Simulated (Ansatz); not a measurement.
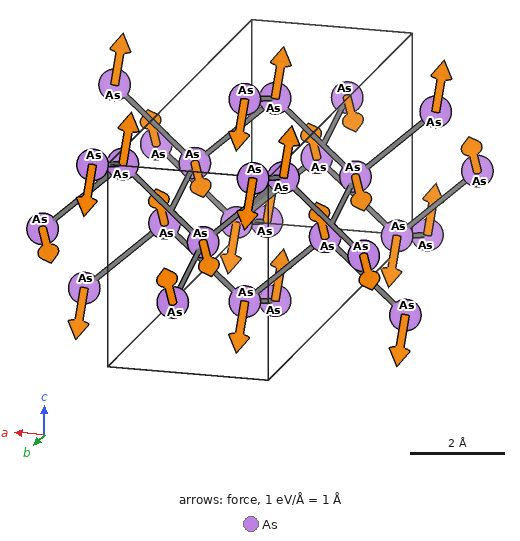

Starting geometry of solid As (a generated structure, set up in Cmce) (coarse preliminary run) with the computed forces as orange arrows. A ball-and-stick model of the conventional cell (2 times the calculation's cell), seen from a free direction. Lengths and directions refer to the drawn axes.

Case: P → As on all its sites, cell and atoms relaxed.

Theory: DFT PBEsol, scalar-relativistic, plane waves, PAW (Ansatz). (plane-wave cutoff 420 eV; k-point mesh 6 × 6 × 4; occupations gaussian; smearing width 0.1 eV; no spin polarisation; cell and atoms relaxed; force threshold 0.05 eV/Å; at most 60 steps)

Is this structure relaxed? If not, where do the atoms go?

It isn't relaxed: the largest force vector, on As atoms, is 1.19 eV/Å. The atoms end up moving mostly along the starting forces (cosine between the two patterns 0.99). Over 4 accepted moves (5 points after the start) the energy falls by 0.258 eV per cell of the calculation. The largest force component goes from 0.98 to 0.042 eV/Å. The pressure goes from 6.33 to −0.13 GPa. At 1 point the geometry stayed and the basis and grid were re-selected for the new cell (energy shift of 0.1 meV per cell of the calculation at most each time). The largest moves relative to the cell, 0.11 Å, are those of As atoms. The volume changes by −2.4 %, with a 3.557 → 3.789 Å (+6.5 %), b 11.033 → 10.876 Å (−1.4 %), c 4.500 → 4.182 Å (−7.1 %). Some distances before and after: As–As 2.388 → 2.512 Å, As–As 2.414 → 2.477 Å. Among the angles between lasting bonds that change: As–As–As 100.4° → 96.7°. The space group stays Cmce (No. 64).
